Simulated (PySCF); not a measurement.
```xyz
15

C     1.9330    0.4353   -0.3241
C     0.9272   -0.4032    0.4367
O     1.2965   -1.2456    1.2339
N    -0.4025   -0.1763    0.1864
C    -1.3842   -0.9862    0.8622
C    -0.9170    0.7709   -0.7644
H     2.9280    0.1327    0.0202
H     1.8031    1.5119   -0.1400
H     1.8646    0.2656   -1.4094
H    -0.8579   -1.6644    1.5438
H    -2.0838   -0.3568    1.4385
H    -1.9725   -1.5797    0.1406
H    -1.4035    0.2650   -1.6196
H    -1.6735    1.4218   -0.2912
H    -0.1237    1.4142   -1.1584
```

Geometry: PBE0-D3(BJ)/def2-SVP.

All numbers below come from PySCF 2.14.0, WP04/pcSseg-1, SCF density, in a chloroform solvent model, non-relativistic.

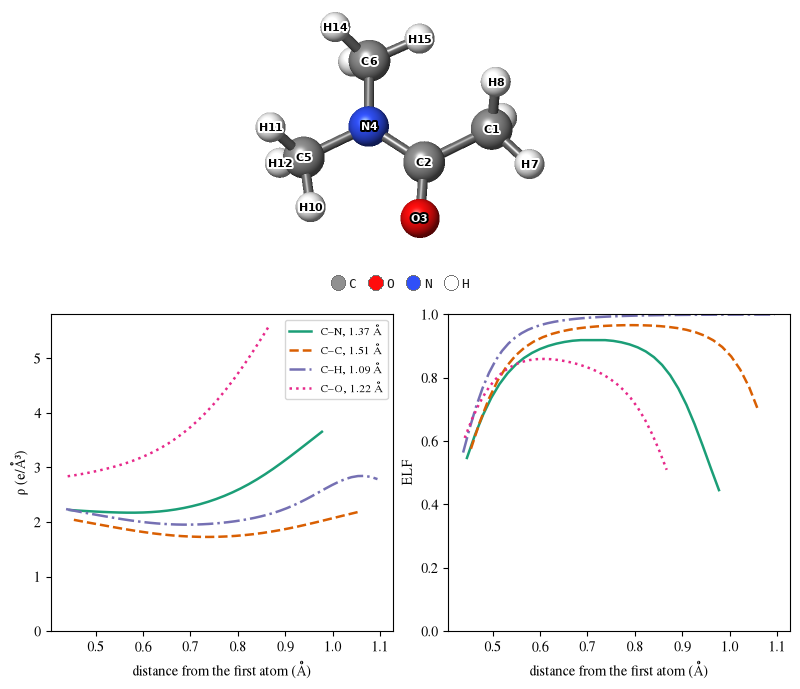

C$_{4}$H$_{9}$NO (SMILES CC(=O)N(C)C). Electron density and ELF along straight lines between neighbouring atoms. The curves leave out the atomic cores. The structure is drawn too.

What kind of bonding do the profiles show?

C–N (1.37 Å): the density is about 2.3 e/Å³ at the midpoint; the ELF peaks at about 0.90 between the atoms (localised, covalent bonding).
C–C (1.51 Å): the density is about 1.7 e/Å³ at the midpoint; the ELF peaks at about 0.95 between the atoms, as expected for a covalent bond.
C–H (1.09 Å): ρ is about 2.1 e/Å³ halfway; the ELF climbs to about 1 towards the hydrogen, as it does in any bond to H: a covalent bond by its length.
C–O (1.22 Å): the density is about 3.2 e/Å³ at the midpoint; the ELF peaks at about 0.85 between the atoms (a short, multiple covalent bond).
